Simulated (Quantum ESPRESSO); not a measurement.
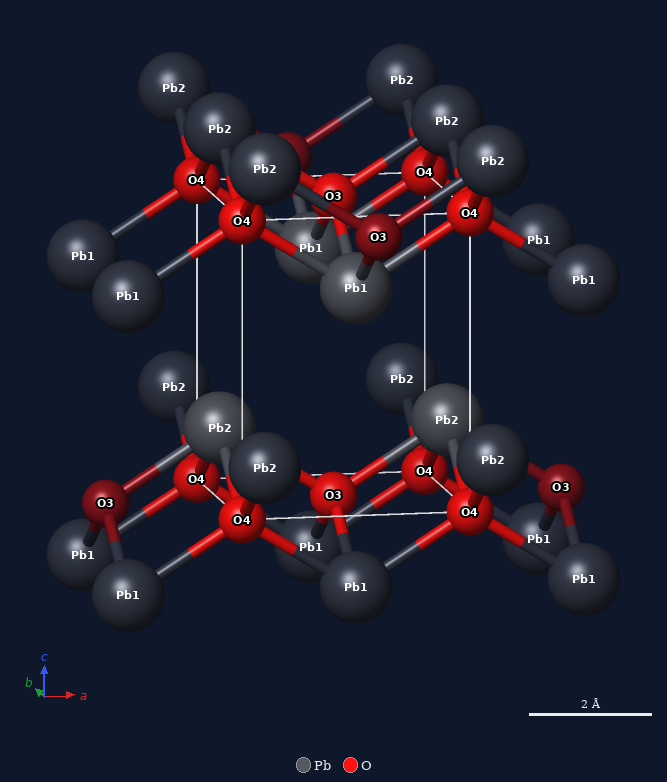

Fig. 1: The input geometry (ball-and-stick view of the cell of the calculation, seen slightly off an axis; neighbours outside the cell are drawn fainter; atoms are numbered from 1 in the order of the input). An atom can appear more than once, as a periodic image. Near neighbours in the periodic cell (some may lie outside the picture): Pb has 4 O at 2.26 Å; O has 4 Pb at 2.26 Å.

**Geometry relaxation, with input and output: PbO (part 1 of 4)**

PbO (4 atoms in the cell), computed with Kohn-Sham DFT of a periodic cell, PBEsol, GBRV 1.5 PBEsol, no spin polarisation (Quantum ESPRESSO 7.5).

The structure derives from an entry of the Crystallography Open Database.

Log:
```
This program is part of the open-source Quantum ESPRESSO suite
     for quantum simulation of materials; please cite
         "P. Giannozzi et al., J. Phys.:Condens. Matter 21 395502 (2009);
         "P. Giannozzi et al., J. Phys.:Condens. Matter 29 465901 (2017);
         "P. Giannozzi et al., J. Chem. Phys. 152 154105 (2020);
          URL
     in publications or presentations arising from this work. More details at

     Message from routine setup:
     using ibrav=0 with symmetry is DISCOURAGED, use correct ibrav instead

     K-points division:     npool     =       2
     Subspace diagonalization in iterative solution of the eigenvalue problem:
     a serial algorithm will be used

     G-vector sticks info
     --------------------
     sticks:   dense  smooth     PW     G-vecs:    dense   smooth      PW
     Sum        1489     749    221                57081    20205    3259

     Using Slab Decomposition

     bravais-lattice index     =            0
     lattice parameter (alat)  =       8.0000  a.u.
     unit-cell volume          =     496.0467 (a.u.)^3
     number of atoms/cell      =            4
     number of atomic types    =            2
     number of electrons       =        40.00
     number of Kohn-Sham states=           28
     kinetic-energy cutoff     =      45.0000  Ry
     charge density cutoff     =     360.0000  Ry
     scf convergence threshold =      8.0E-10
     mixing beta               =       0.5000
     number of iterations used =            8  plain     mixing
     energy convergence thresh.=      1.0E-05
     force convergence thresh. =      4.0E-04
     Exchange-correlation= SLA  PW   PSX  PSC
                           (   1   4  10   8   0   0   0)
     nstep                     =           40

     celldm(1)=   8.000000  celldm(2)=   0.000000  celldm(3)=   0.000000
     celldm(4)=   0.000000  celldm(5)=   0.000000  celldm(6)=   0.000000

     crystal axes: (cart. coord. in units of alat)
               a(1) = (   0.904801   0.000000   0.000000 )
               a(2) = (   0.000000   0.904801   0.000000 )
               a(3) = (   0.000000   0.000000   1.183441 )

     reciprocal axes: (cart. coord. in units 2 pi/alat)
               b(1) = (  1.105216  0.000000  0.000000 )
               b(2) = (  0.000000  1.105216  0.000000 )
               b(3) = (  0.000000  0.000000  0.844994 )

     PseudoPot. # 1 for Pb read from file:
     pb_pbesol_v1.uspp.F.UPF
     Pseudo is Ultrasoft + core correction, Zval = 14.0
     Generated by new atomic code, or converted to UPF format
     Using radial grid of  899 points,  6 beta functions with:
                l(1) =   0
                l(2) =   0
                l(3) =   1
                l(4) =   1
                l(5) =   2
                l(6) =   2
     Q(r) pseudized with  6 coefficients,  rinner =    1.000   1.000   1.000
                                                       1.000   1.000

     PseudoPot. # 2 for O  read from file:
     o_pbesol_v1.2.uspp.F.UPF
     Pseudo is Ultrasoft + core correction, Zval =  6.0
     Generated by new atomic code, or converted to UPF format
     Using radial grid of  737 points,  5 beta functions with:
                l(1) =   0
                l(2) =   0
                l(3) =   1
                l(4) =   1
                l(5) =   2
     Q(r) pseudized with  8 coefficients,  rinner =    0.900   0.900   0.900
                                                       0.900   0.900

     atomic species   valence    mass     pseudopotential
     Pb               14.00   207.20000     Pb( 1.00)
     O                 6.00    15.99900     O ( 1.00)

     16 Sym. Ops., with inversion, found ( 8 have fractional translation)

   Cartesian axes

     site n.     atom                  positions (alat units)
         1        Pb     tau(   1) = (   0.4524004   0.0000000   0.8994151  )
         2        Pb     tau(   2) = (   0.0000000   0.4524004   0.2840258  )
         3        O      tau(   3) = (   0.4524004   0.4524004   0.0000000  )
         4        O      tau(   4) = (   0.0000000   0.0000000   0.0000000  )

     number of k points=    18  Fermi-Dirac smearing, width (Ry)=  0.0037
                       cart. coord. in units 2pi/alat
        k(    1) = (   0.0000000   0.0000000   0.0000000), wk =   0.0200000
        k(    2) = (   0.0000000   0.0000000   0.2112484), wk =   0.0400000
        k(    3) = (   0.0000000   0.0000000  -0.4224968), wk =   0.0200000
        k(    4) = (   0.0000000   0.2210431   0.0000000), wk =   0.0800000
        k(    5) = (   0.0000000   0.2210431   0.2112484), wk =   0.1600000
        k(    6) = (   0.0000000   0.2210431  -0.4224968), wk =   0.0800000
        k(    7) = (   0.0000000   0.4420862   0.0000000), wk =   0.0800000
        k(    8) = (   0.0000000   0.4420862   0.2112484), wk =   0.1600000
        k(    9) = (   0.0000000   0.4420862  -0.4224968), wk =   0.0800000
        k(   10) = (   0.2210431   0.2210431   0.0000000), wk =   0.0800000
        k(   11) = (   0.2210431   0.2210431   0.2112484), wk =   0.1600000
        k(   12) = (   0.2210431   0.2210431  -0.4224968), wk =   0.0800000
        k(   13) = (   0.2210431   0.4420862   0.0000000), wk =   0.1600000
        k(   14) = (   0.2210431   0.4420862   0.2112484), wk =   0.3200000
        k(   15) = (   0.2210431   0.4420862  -0.4224968), wk =   0.1600000
        k(   16) = (   0.4420862   0.4420862   0.0000000), wk =   0.0800000
        k(   17) = (   0.4420862   0.4420862   0.2112484), wk =   0.1600000
        k(   18) = (   0.4420862   0.4420862  -0.4224968), wk =   0.0800000

     Dense  grid:    57081 G-vectors     FFT dimensions: (  48,  48,  60)

     Smooth grid:    20205 G-vectors     FFT dimensions: (  32,  32,  45)

     Check: negative core charge=   -0.000003

     Initial potential from superposition of free atoms

     starting charge      39.9958, renormalised to      40.0000

     negative rho (up, down):  3.123E-02 0.000E+00
     Starting wfcs are   26 randomized atomic wfcs +    2 random wfcs

     Self-consistent Calculation

     iteration #  1     ecut=    45.00 Ry     beta= 0.50
     Davidson diagonalization with overlap
     ethr =  1.00E-02,  avg # of iterations =  5.1

     negative rho (up, down):  2.972E-02 0.000E+00

     total energy              =    -391.75107017 Ry
     estimated scf accuracy    <       1.23593967 Ry

     iteration #  2     ecut=    45.00 Ry     beta= 0.50
     Davidson diagonalization with overlap
     ethr =  3.09E-03,  avg # of iterations =  2.2

     negative rho (up, down):  3.096E-02 0.000E+00

     total energy              =    -391.95929268 Ry
     estimated scf accuracy    <       1.56857592 Ry

     iteration #  3     ecut=    45.00 Ry     beta= 0.50
     Davidson diagonalization with overlap
     ethr =  3.09E-03,  avg # of iterations =  2.0

     negative rho (up, down):  3.103E-02 0.000E+00

     total energy              =    -392.25654258 Ry
     estimated scf accuracy    <       0.02863835 Ry

     iteration #  4     ecut=    45.00 Ry     beta= 0.50
     Davidson diagonalization with overlap
     ethr =  7.16E-05,  avg # of iterations =  1.8

     negative rho (up, down):  3.121E-02 0.000E+00

     total energy              =    -392.25951137 Ry
     estimated scf accuracy    <       0.00221376 Ry

     iteration #  5     ecut=    45.00 Ry     beta= 0.50
     Davidson diagonalization with overlap
     ethr =  5.53E-06,  avg # of iterations =  4.1

     negative rho (up, down):  3.123E-02 0.000E+00

     total energy              =    -392.26004418 Ry
     estimated scf accuracy    <       0.00048362 Ry

     iteration #  6     ecut=    45.00 Ry     beta= 0.50
     Davidson diagonalization with overlap
     ethr =  1.21E-06,  avg # of iterations =  4.1

     negative rho (up, down):  3.130E-02 0.000E+00

     total energy              =    -392.26015781 Ry
     estimated scf accuracy    <       0.00004590 Ry

     iteration #  7     ecut=    45.00 Ry     beta= 0.50
     Davidson diagonalization with overlap
     c_bands:  2 eigenvalues not converged
     c_bands:  2 eigenvalues not converged
     ethr =  1.15E-07,  avg # of iterations = 11.8

     negative rho (up, down):  3.133E-02 0.000E+00

     total energy              =    -392.26020965 Ry
     estimated scf accuracy    <       0.00001226 Ry

     iteration #  8     ecut=    45.00 Ry     beta= 0.50
     Davidson diagonalization with overlap
     ethr =  3.07E-08,  avg # of iterations =  4.4

     negative rho (up, down):  3.146E-02 0.000E+00

     total energy              =    -392.26020911 Ry
     estimated scf accuracy    <       0.00000347 Ry

     iteration #  9     ecut=    45.00 Ry     beta= 0.50
     Davidson diagonalization with overlap
     ethr =  8.68E-09,  avg # of iterations =  5.6

     negative rho (up, down):  3.145E-02 0.000E+00

     total energy              =    -392.26021004 Ry
     estimated scf accuracy    <       0.00000257 Ry

     iteration # 10     ecut=    45.00 Ry     beta= 0.50
     Davidson diagonalization with overlap
     ethr =  6.42E-09,  avg # of iterations =  2.4

     negative rho (up, down):  3.146E-02 0.000E+00

     total energy              =    -392.26021037 Ry
     estimated scf accuracy    <       0.00000007 Ry

     iteration # 11     ecut=    45.00 Ry     beta= 0.50
     Davidson diagonalization with overlap
     ethr =  1.68E-10,  avg # of iterations =  6.5

     negative rho (up, down):  3.146E-02 0.000E+00

     total energy              =    -392.26021053 Ry
     estimated scf accuracy    <       0.00000002 Ry

     iteration # 12     ecut=    45.00 Ry     beta= 0.50
     Davidson diagonalization with overlap
     ethr =  4.42E-11,  avg # of iterations =  2.6

     negative rho (up, down):  3.145E-02 0.000E+00

     total energy              =    -392.26021052 Ry
     estimated scf accuracy    <          5.3E-09 Ry

     iteration # 13     ecut=    45.00 Ry     beta= 0.50
     Davidson diagonalization with overlap
     ethr =  1.33E-11,  avg # of iterations =  4.8

     negative rho (up, down):  3.145E-02 0.000E+00

     total energy              =    -392.26021053 Ry
     estimated scf accuracy    <          1.9E-09 Ry

     iteration # 14     ecut=    45.00 Ry     beta= 0.50
     Davidson diagonalization with overlap
     ethr =  4.78E-12,  avg # of iterations =  2.2

     negative rho (up, down):  3.146E-02 0.000E+00

     End of self-consistent calculation

          k = 0.0000 0.0000 0.0000 (  2533 PWs)   bands (ev):

    -9.1975  -8.3606  -6.2723  -6.2723  -6.2160  -6.1800  -6.0574  -5.9746
    -5.9689  -5.9689  -5.9445  -4.4638   2.1132   2.8730   5.1227   5.1227
     7.8506   8.0290   8.0290  10.0331  12.5308  15.3984  15.6851  15.6851
    16.5693  16.5693  17.3676  17.8829

          k = 0.0000 0.0000 0.2112 (  2504 PWs)   bands (ev):

    -9.1821  -8.3514  -6.2426  -6.2426  -6.2377  -6.1512  -6.0431  -6.0048
    -6.0048  -5.9885  -5.9590  -4.4527   1.0644   4.4264   5.2068   5.2068
     7.8374   8.0141   8.0141   9.4298  12.1711  14.4859  14.4859  15.1736
    17.4411  18.0716  18.0716  18.1870

          k = 0.0000 0.0000-0.4225 (  2548 PWs)   bands (ev):

    -9.1666  -8.3420  -6.2595  -6.1996  -6.1996  -6.1139  -6.0541  -6.0541
    -6.0200  -6.0106  -5.9824  -4.4418   0.5691   5.2951   5.2951   5.7469
     7.8243   7.9963   7.9963   8.4144  12.1228  13.8874  13.8874  14.4743
    18.5502  18.6123  18.9995  19.0299

          k = 0.0000 0.2210 0.0000 (  2535 PWs)   bands (ev):

    -9.0850  -8.4150  -6.2510  -6.2468  -6.1817  -6.1366  -6.0756  -5.9827
    -5.9826  -5.9666  -5.8603  -4.5708   2.0141   2.9492   5.2263   5.3868
     7.1294   7.7287   7.7307   9.8658  13.4465  13.7583  15.5928  15.9281
    16.0568  16.8204  17.8049  19.0039

          k = 0.0000 0.2210 0.2112 (  2532 PWs)   bands (ev):

    -9.0767  -8.4105  -6.2354  -6.2276  -6.1928  -6.1134  -6.0854  -6.0067
    -5.9988  -5.9478  -5.8720  -4.5611   1.2435   3.8894   5.2785   5.4550
     7.2312   7.7169   7.8142   9.4773  12.8624  13.1209  14.8844  16.4392
    16.6024  18.0433  18.2017  19.0019

          k = 0.0000 0.2210-0.4225 (  2528 PWs)   bands (ev):

    -9.0684  -8.4059  -6.2140  -6.2139  -6.1920  -6.1240  -6.0717  -6.0370
    -5.9718  -5.9691  -5.8816  -4.5517   0.8164   4.6784   5.0682   5.5263
     7.3831   7.7010   8.4994   8.5088  12.2344  12.9472  14.3447  16.3771
    17.7930  18.6670  18.7537  19.0235

          k = 0.0000 0.4421 0.0000 (  2552 PWs)   bands (ev):

    -8.8325  -8.5823  -6.1957  -6.1846  -6.1515  -6.1201  -6.0362  -6.0086
    -6.0039  -5.9789  -5.5132  -4.9652   2.1056   2.6700   5.7340   6.0859
     6.5050   6.9764   7.3808   8.5807  13.1540  13.5193  16.2643  16.5675
    16.9093  17.0822  18.5395  19.0035

          k = 0.0000 0.4421 0.2112 (  2531 PWs)   bands (ev):

    -8.8362  -8.5866  -6.2116  -6.1815  -6.1598  -6.1513  -6.0168  -5.9869
    -5.9740  -5.9581  -5.5077  -4.9557   1.8012   2.8282   5.4662   6.1178
     6.4117   6.9759   7.8825   8.7363  12.7544  13.4835  15.9874  16.4851
    17.3068  17.3675  18.9583  19.0048

          k = 0.0000 0.4421-0.4225 (  2540 PWs)   bands (ev):

    -8.8399  -8.5909  -6.2266  -6.1968  -6.1666  -6.1526  -5.9861  -5.9804
    -5.9479  -5.9442  -5.5008  -4.9462   1.5703   2.9258   5.2580   6.1507
     6.3058   6.9747   8.6022   8.6389  12.3690  13.4237  15.6356  17.2186
    17.4210  17.6816  18.7892  18.9951

          k = 0.2210 0.2210 0.0000 (  2525 PWs)   bands (ev):

    -8.9920  -8.4580  -6.2497  -6.1916  -6.1525  -6.1025  -6.0891  -5.9820
    -5.9807  -5.9573  -5.7870  -4.6410   1.8170   2.8690   5.0420   6.0639
     6.6689   6.9858   8.3406   9.6521  13.4459  13.6202  14.6311  15.1654
    16.6034  17.1470  19.0016  19.0038

          k = 0.2210 0.2210 0.2112 (  2529 PWs)   bands (ev):

    -8.9884  -8.4551  -6.2222  -6.2071  -6.1597  -6.0993  -6.0614  -6.0090
    -5.9963  -5.9694  -5.7557  -4.6258   1.3151   3.4010   4.8365   6.1489
     6.8775   7.2688   8.3415   9.2505  12.9295  13.5128  13.6801  16.5087
    17.1893  17.5081  18.9973  18.9995

          k = 0.2210 0.2210-0.4225 (  2518 PWs)   bands (ev):

    -8.9847  -8.4523  -6.2204  -6.1879  -6.1590  -6.0812  -6.0563  -6.0496
    -6.0177  -5.9695  -5.7253  -4.6109   0.9791   3.9146   4.5101   6.2679
     6.7360   8.2593   8.3428   8.5063  12.1666  13.5610  13.5657  17.2946
    17.3452  17.4659  18.9952  19.0029

          k = 0.2210 0.4421 0.0000 (  2521 PWs)   bands (ev):

    -8.7888  -8.5907  -6.1817  -6.1461  -6.1249  -6.1218  -6.0237  -5.9866
    -5.9788  -5.9616  -5.4534  -4.9545   1.7380   2.2928   5.4410   6.2355
     6.8455   6.9398   8.1496   8.5973  12.6261  12.9238  15.1933  15.8708
    17.2767  17.4850  18.7058  19.0050

          k = 0.2210 0.4421 0.2112 (  2532 PWs)   bands (ev):

    -8.7918  -8.5927  -6.1847  -6.1734  -6.1198  -6.1084  -6.0244  -6.0113
    -5.9654  -5.9569  -5.4102  -4.9247   1.5942   2.3990   4.9721   5.9380
     7.0840   7.5197   8.1542   8.5506  12.6473  13.0831  14.6849  15.9343
    17.1670  17.9871  18.9811  19.0069

          k = 0.2210 0.4421-0.4225 (  2536 PWs)   bands (ev):

    -8.7948  -8.5946  -6.2070  -6.1687  -6.1267  -6.1100  -6.0046  -5.9947
    -5.9792  -5.9710  -5.3672  -4.8958   1.4658   2.4958   4.6667   5.7245
     7.1656   7.9639   8.2660   8.4213  12.6211  13.6853  14.1474  15.7094
    16.8721  17.8343  19.0045  19.0068

          k = 0.4421 0.4421 0.0000 (  2515 PWs)   bands (ev):

    -8.7044  -8.6318  -6.1609  -6.1581  -6.0800  -6.0432  -5.9639  -5.9552
    -5.9464  -5.9389  -5.2539  -5.0213   1.2527   1.5105   5.6225   5.9874
     7.4118   8.1069   8.2926   8.6269  11.3435  11.5583  14.9048  15.3287
    17.7574  18.2141  18.3941  18.7909

          k = 0.4421 0.4421 0.2112 (  2526 PWs)   bands (ev):
```
